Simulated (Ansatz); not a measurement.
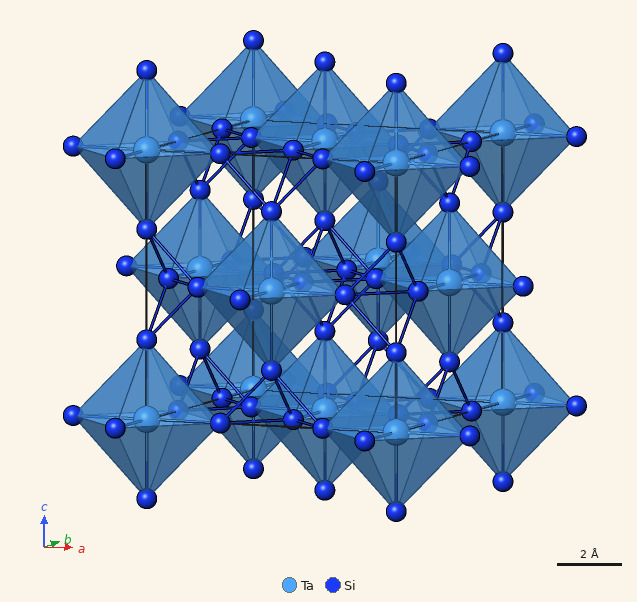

The figure gives a polyhedral picture of the atoms, viewed slightly off an axis. The conventional unit cell is outlined; an atom on or near a face, edge or corner is repeated at each equivalent position. A few atoms beyond the faces are included. Cell: a = 8.54 Å, b = 8.54 Å, c = 8.54 Å, α = 90.00°, β = 90.00°, γ = 90.00°.

The model was built from a random cell made by a generator, so it need not be a real form of the compound. Earlier steps of the study may have refined or changed the cell and positions. It was the input of a calculation with Ansatz.

**Explain the picture.**

The formula is TaSi6. It is face-centred cubic, space group Fm-3m (No. 225). The cell has 28 atoms, namely 4 Ta, 24 Si. The polyhedra are TaSi6 octahedra; they share no atoms with one another. The Ta atoms are each bonded to six Si in an octahedral arrangement at about 2.5 Å. Si is linked to four Si and one Ta (about 2.5 Å to Si, 2.5 Å to Ta). The bonds build a three-dimensional framework.

The numbers come from Ansatz, DFT PBE, scalar-relativistic, plane waves, PAW, using 420 eV cutoff, k-points about 0.16 Å⁻¹ apart, Gaussian smearing of 0.1 eV, no spin polarisation.

**Is the electronic structure metallic or gapped?**

A metal: bands cross the Fermi level.

**How are the electrons shared out in a Bader analysis?**

Ta +0.83 e; Si -0.14 e.

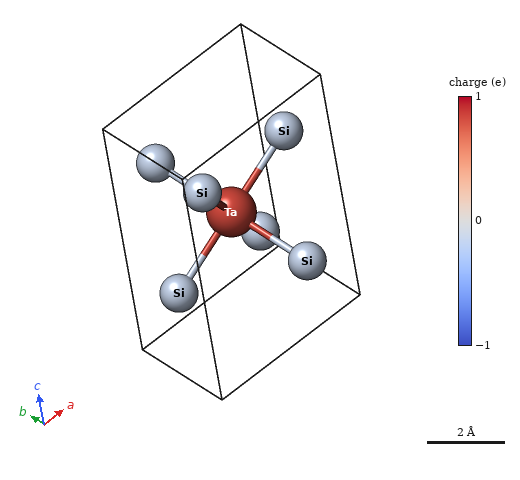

The atoms coloured by those charges. The run's cell of 7 atoms is drawn, so axes and origin can differ from the first picture.

**Is this an equilibrium geometry for the method given?**

Yes. All forces vanish to within 0.01 eV/Å. The pressure is 0.0 GPa, close to zero.
